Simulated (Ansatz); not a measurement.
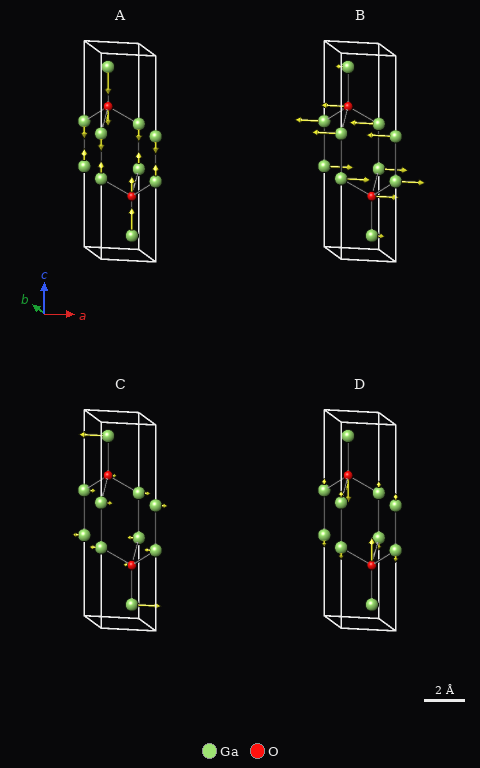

Four optical modes of a crystal of Ga2O (a generated structure) relaxed at 25 GPa at the zone centre, in no order (one member of each degenerate set). Displacements are drawn as yellow arrows; their common scale and sign are arbitrary. The picture is a ball-and-stick view of the cell of the calculation, seen slightly off an axis.

These are results of DFT PBE, scalar-relativistic, plane waves, PAW in Ansatz, not measurements. Settings: plane-wave cutoff 420 eV; k-point mesh 12 × 12 × 4; occupations fermi dirac; smearing width 0.15 eV; target pressure 25 GPa; no spin polarisation.

The frequencies depend somewhat on the k-mesh and the smearing.

Rank the modes by frequency, softest first.

B (41i cm⁻¹), C (72 cm⁻¹), A (184 cm⁻¹), D (490 cm⁻¹). B, E_g: All motion is along a; atoms of one kind move against one another, with no net shift of any sublattice; the Ga–Ga, Ga–O bond lengths don't change to first order, so for these it is a bending, tilting or sliding motion; the kinetic energy is shared as Ga 84 %, O 16 %. C, E_g: All motion is along a; atoms of one kind move against one another, with no net shift of any sublattice; it mainly bends the Ga–Ga, Ga–O bonds; the kinetic energy is shared as Ga 99 %, O 1 %. A, A₁g: All motion is along c; atoms of one kind move against one another, with no net shift of any sublattice; of the bonds it mainly stretches Ga–Ga; the kinetic energy is shared as Ga 92 %, O 8 %. D, A₁g: The Ga (2d) atoms hardly move; all motion is along c; atoms of one kind move against one another, with no net shift of any sublattice; it stretches the Ga–O bonds (2.05 Å); the kinetic energy is shared as O 74 %, Ga 26 %. The crystal is metallic in this run.

Limits of the set-up: layers or molecules are held without a dispersion correction, so their spacing is unreliable.
